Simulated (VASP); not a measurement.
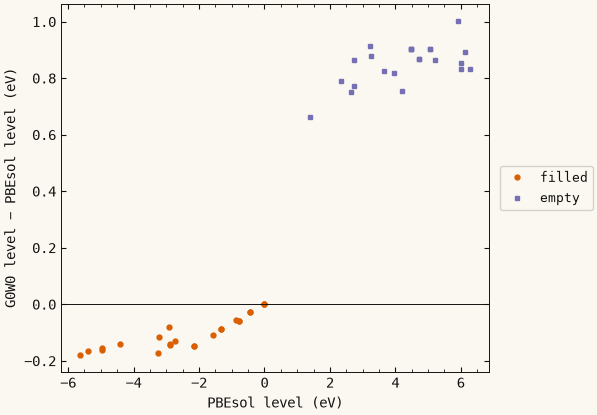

Change of each level from PBEsol to G0W0 against its PBEsol energy, both sets counted from their own valence top. Levels over 8 eV under the top or 5 eV above the conduction bottom aren't drawn.

System: zincblende AlP, space group F-43m (No. 216), 2 atoms in the primitive cell; cubic a = 5.451 Å. Starting point: PBEsol, VASP PAW PBE potentials, release 64 (Al_GW, P_GW), no spin polarisation, no spin-orbit coupling, 4×4×4 k mesh, 450 eV cutoff, Gaussian smearing of 0.01 eV (VASP). Many-body step: G0W0 with cutoff of the response function 80 eV, empty bands 44, GW iterations 1 and frequency points 50.

**By how much does the gap open?**

Over the k points that were corrected, the smallest gap goes from 1.40 eV in PBEsol (Γ to X) to 2.06 eV in G0W0 (Γ to X), a change of +0.66 eV (+47 %).

**Is the valence band stretched or squeezed?**

Down to 5.6 eV under the top, the filled levels drop by about 0.03 eV more for each eV of depth, so the valence band is stretched by about 3 %.

**Is the correction a rigid shift of the empty levels?**

Counted from the valence top, the lowest empty level moves by +0.91 eV at Γ, +0.86 eV at L and +0.66 eV at X; over the 8 points that were corrected the shifts run from +0.66 to +0.91 eV: a spread of 0.25 eV on a mean of 0.80 eV, so one scissor shift describes this level only roughly. The top filled level also moves against the valence top, by −0.15 eV at X.

| k point | PBEsol direct gap (eV) | G0W0 direct gap (eV) |
| --- | --- | --- |
| Γ | 3.23 | 4.14 |
| L | 3.50 | 4.43 |
| X | 3.54 | 4.35 |

The k mesh is coarse (spacing up to 0.50 Å⁻¹), so the values aren't converged. Bands, screening cutoff and mesh are small and nothing is extrapolated, so the quasiparticle values aren't converged. The PAW data sets were made with another functional.
